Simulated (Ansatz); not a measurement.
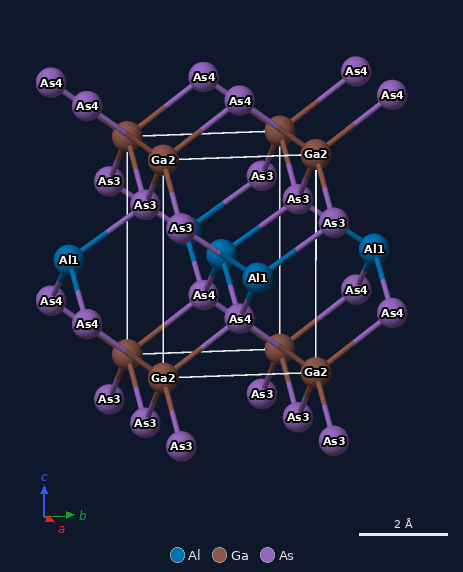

This is the input geometry for a relaxation of crystalline AlGaAs2 (a generated structure, set up in P-4m2) (coarse preliminary run). The picture is a ball-and-stick view of the cell of the calculation, seen slightly off an axis.

Case: N → As on all its sites, cell and atoms relaxed.

Method: DFT LDA, scalar-relativistic, plane waves, PAW in Ansatz.

Input file:
```yaml
crystal:
  lattice:
    - [3.5995275633, 0.0, 0.0]
    - [0.0, 3.5995275633, 0.0]
    - [0.0, 0.0, 5.0658318495]
  atoms:
    - { symbol: Al, position: [0.5, 0.5, 0.5] }
    - { symbol: Ga, position: [0.0, 0.0, 0.0] }
    - { symbol: As, position: [0.5, 0.0, 0.7400513254] }
    - { symbol: As, position: [0.0, 0.5, 0.2599486746] }
basis:
  ecutwfc: 420
kpoints:
  mp_grid: { grid: [6, 6, 4] }
hamiltonian:
  xc: lda
scf:
  occupations: { method: gaussian, width: 0.1 }
output:
  forces: true
  stress: true
  eigenvalues: true
relax:
  adjacent_minimum: "off"
  f_tol: 0.05
  max_steps: 60
  cell: { stress_tol: 0.5 }
```

Launched with:
```bash
ansatz run input.yaml --threads 1 --pin off --max-ram 2560MiB --backend cpu --events-out ev --progress --plain --runs-dir out
```

Predict the outcome.

Answer. After 5 accepted moves (7 points after the start) the energy has fallen by 607 meV per atom. Largest force component: 1.2 eV/Å at the start, 0.0012 eV/Å at the end. Pressure: 43.08 GPa at the start and 0.06 GPa at the end. The SCF was repeated twice at an unchanged geometry on a basis and grid sized afresh for the cell, which shifted the energy by 8.6 meV per atom at most. The largest moves relative to the cell, 0.057 Å, are those of As3 and As4. As3 goes along +c. Ga and Al stay in place. The volume changes by +34.9 %, with a = b 3.600 → 3.976 Å (+10.5 %), c 5.066 → 5.601 Å (+10.6 %). Some distances before and after: Al1–As3 2.172 → 2.432 Å, Ga2–As3 2.230 → 2.431 Å. Bond angles that change, for instance: As3–Al1–As3 111.9° → 109.6°, Al1–As3–Al1 111.9° → 109.6°, Ga2–As3–Ga2 107.6° → 109.7°. The space group stays P-4m2 (No. 115). The run took 47 s on 1 thread of Oxide Virtual Turin-like Processor (Zen 5), with other jobs on the host, peak memory 0.41 GiB.

Step by step:

| step | E − E(0), meV/atom | largest force component, eV/Å | pressure, GPa | volume, Å³/atom | note |
| --- | --- | --- | --- | --- | --- |
| 0 | 0.00 | 1.2056 | 43.08 | 16.409 |  |
| 1 | -454.55 | 0.3664 | 16.79 | 18.894 |  |
| 2 | -584.03 | 0.0910 | 4.52 | 20.919 |  |
| 3 | -597.93 | 0.0015 | 0.80 | 21.775 |  |
| 4 | -598.38 | 0.0008 | 0.05 | 21.968 |  |
| 5 | -606.98 | 0.0019 | 0.64 | 21.968 | same geometry, new basis |
| 6 | -607.31 | 0.0012 | 0.06 | 22.135 |  |
| 7 | -607.35 | 0.0012 | 0.06 | 22.135 | same geometry, new basis |

After the run, drawn alike:

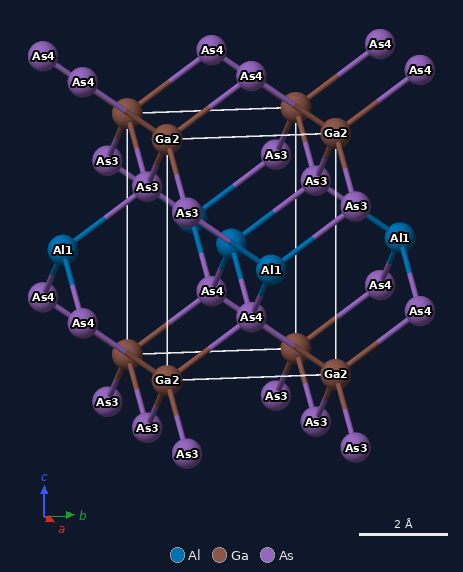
